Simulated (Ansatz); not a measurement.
The structure in question:

```
CELL_PARAMETERS angstrom
3.15643 0.00000 0.00000
0.00000 3.15643 0.00000
0.00000 0.00000 3.15643
ATOMIC_POSITIONS crystal
Ti 0.50000 0.50000 0.50000
Al 0.00000 0.00000 0.00000
```

**What does this file describe?**

Chemical formula TiAl. Space group Pm-3m (No. 221), lattice primitive cubic. In terms of structure types, this is caesium chloride (CsCl, B2) type. One cell contains 1 Ti, 1 Al, 2 atoms in all. Around each Ti lie eight Al in a cubic arrangement at 2.73 Å. Around each Al lie eight Ti in a cubic arrangement at 2.73 Å. Not all metal-metal contacts are counted. The bonds build a three-dimensional framework.

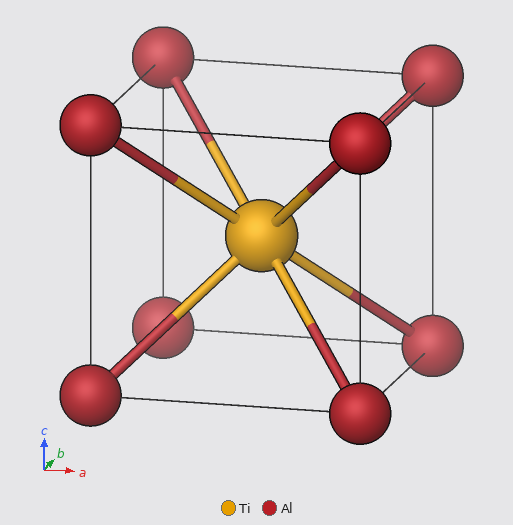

Ball-and-stick model, viewed slightly off an axis. One conventional unit cell is framed, with atoms on its boundary repeated. Colours: titanium orange, aluminium red.

Its origin is a structure listed in the Materials Project, with elements exchanged, so it need not be a known form of the compound. The final geometry of a relaxation with Ansatz, DFT PBEsol, scalar-relativistic, plane waves, PAW is shown.
